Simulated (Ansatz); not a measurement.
Given this structure:

```yaml
crystal:
  lattice:
    - [3.16995, 0.00000, 0.00000]
    - [-1.58497, 2.74526, 0.00000]
    - [0.00000, 0.00000, 22.96607]
  atoms:
    - { symbol: Hf, position: [0.00000, 0.00000, 0.77904] }
    - { symbol: Hf, position: [0.33333, 0.66667, 0.88762] }
    - { symbol: Hf, position: [0.00000, 0.00000, 0.00000] }
    - { symbol: N, position: [0.66667, 0.33333, 0.94423] }
    - { symbol: N, position: [0.66667, 0.33333, 0.72244] }
    - { symbol: Hf, position: [0.66667, 0.33333, 0.11238] }
    - { symbol: Hf, position: [0.00000, 0.00000, 0.22096] }
    - { symbol: Hf, position: [0.66667, 0.33333, 0.33333] }
    - { symbol: N, position: [0.33333, 0.66667, 0.27756] }
    - { symbol: N, position: [0.33333, 0.66667, 0.05577] }
    - { symbol: Hf, position: [0.33333, 0.66667, 0.44571] }
    - { symbol: Hf, position: [0.66667, 0.33333, 0.55429] }
    - { symbol: Hf, position: [0.33333, 0.66667, 0.66667] }
    - { symbol: N, position: [0.00000, 0.00000, 0.61089] }
    - { symbol: N, position: [0.00000, 0.00000, 0.38911] }
```

### Summarise the structure in words.

The formula is Hf3N2. The symmetry is that of R-3m (No. 166), on a rhombohedral (trigonal R) lattice. The cell has 15 atoms, namely 9 Hf, 6 N. The numbers of neighbours within bonding distance are Hf 15 to 18 (mean 16.0) and N 6.

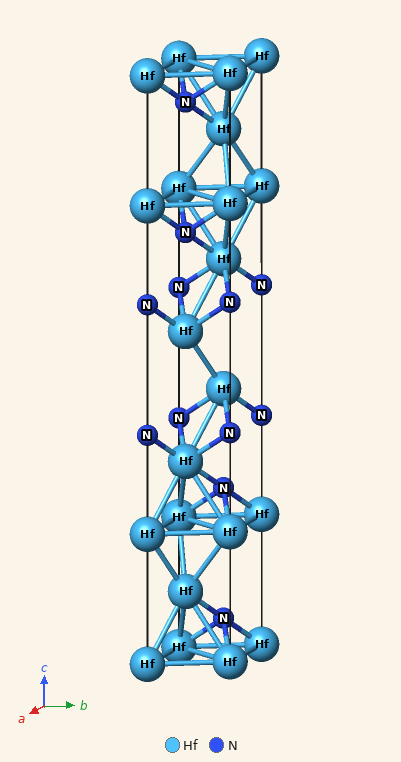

Shown here is a ball-and-stick view of the crystal, taken slightly off an axis. The conventional unit cell is outlined; an atom on or near a face, edge or corner is repeated at each equivalent position.

The model was built from a structure listed in the Materials Project. It was relaxed with DFT PBEsol, scalar-relativistic, plane waves, PAW (Ansatz) under a constraint or pressure on the cell, so some stress remains.

At this level of theory the run's own cell isn't at rest (compressed, at 5 GPa), so its distances can differ from those at equilibrium, the more so the softer the solid.
